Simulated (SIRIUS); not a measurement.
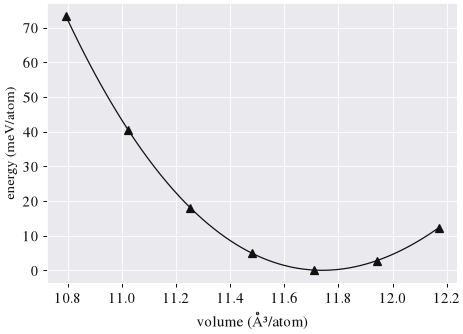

The figure shows the energy against volume for HfN, space group Fm-3m (No. 225).

Starting cell:
```xyz
2
Lattice="0.0000 2.2560 2.2560 2.2560 0.0000 2.2560 2.2560 2.2560 0.0000" Properties=species:S:1:pos:R:3 pbc="T T T"
Hf    0.0000    0.0000    0.0000
N     2.2560    2.2560    2.2560
```

How it was computed, with SIRIUS 7.12.0: plane-wave DFT, no spin polarisation; energies at scaled volumes of the given cell, shape and fractions fixed, counted from the fit's minimum, third-order Birch-Murnaghan fit. Level: PBE.

- k mesh: 7×7×7
- occupations: Fermi–Dirac
- smearing width: 0.05 eV
- potentials: dojo sr pbe 0.4.1 standard
- wave cutoff: 1152 eV
- density cutoff: 4606 eV

This calculation gives: equilibrium volume 11.74 Å³/atom and bulk modulus 265 GPa.

Now the level changes from PBE to LDA. Predict the effect.

The equilibrium volume falls from 11.74 to 11.23 Å³/atom (−4.3 %) and the bulk modulus rises from 265 to 299 GPa (+13 %). As usual, the local density approximation binds more tightly than this gradient-corrected functional.

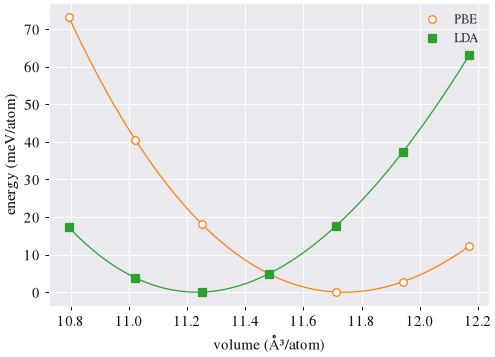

The two results together.

V0 and the bulk modulus come from third-order Birch–Murnaghan fits.
